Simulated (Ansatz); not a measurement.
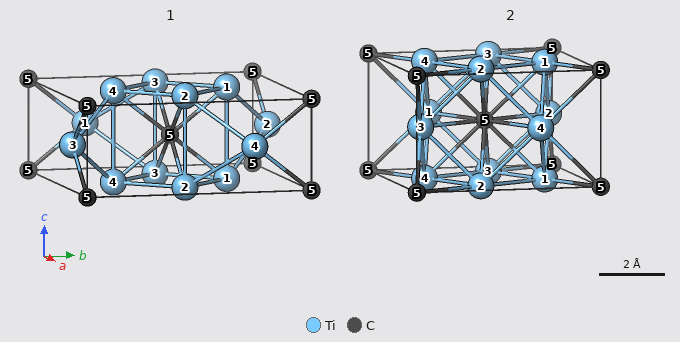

Two geometries of crystalline Ti4C (a generated structure, set up in I4/m) (coarse preliminary run), drawn at one scale. One is the start of a relaxation, the other its converged end. Style: ball-and-stick. Shown: the conventional cell (2 times the calculation's cell), slightly off an axis. Lengths and directions refer to the drawn axes.

Level of theory: DFT PBE, scalar-relativistic, plane waves, PAW (Ansatz). Set-up: plane-wave cutoff 420 eV; k-point mesh 6 × 6 × 6; occupations gaussian; smearing width 0.1 eV; no spin polarisation; cell and atoms relaxed; force threshold 0.04 eV/Å; at most 70 steps.

Which of the two is the end point?

Structure 1 is the relaxed one. The largest moves relative to the cell, 0.79 Å, are those of Ti1, Ti2, Ti3 and Ti4. Ti2 goes along [−1 2 0]. C stays in place. Cell: a = b 5.856 → 7.134 Å (+21.8 %), c 3.623 → 2.838 Å (−21.7 %). Volume +16.3 %. Among the contacts that change: Ti1–C5 2.620 → 3.979 Å, Ti1–Ti4 2.594 → 3.839 Å, Ti1–Ti4 (another image) 2.613 → 3.524 Å, Ti1–Ti1 3.623 → 2.838 Å. Bonds break: Ti1–Ti4 (2.59 → 3.84 Å), Ti1–Ti4 (2.61 → 3.52 Å), Ti2–Ti3 (2.59 → 3.84 Å), Ti2–Ti3 (2.61 → 3.52 Å). The space group (tolerance 0.01 Å) goes from I4/m (No. 87) to I4/mmm (No. 139). After 16 accepted moves (19 points after the start) the energy has fallen by 2.828 eV per cell of the calculation. Largest force component: 1.7 eV/Å at the start, 0.00055 eV/Å at the end. Pressure: 19.86 GPa at the start and −0.11 GPa at the end. The line search rejected the trial step at point 7 of the run. At 2 points the geometry stayed and the basis and grid were re-selected for the new cell (energy shift of 0.222 eV per cell of the calculation at most each time).
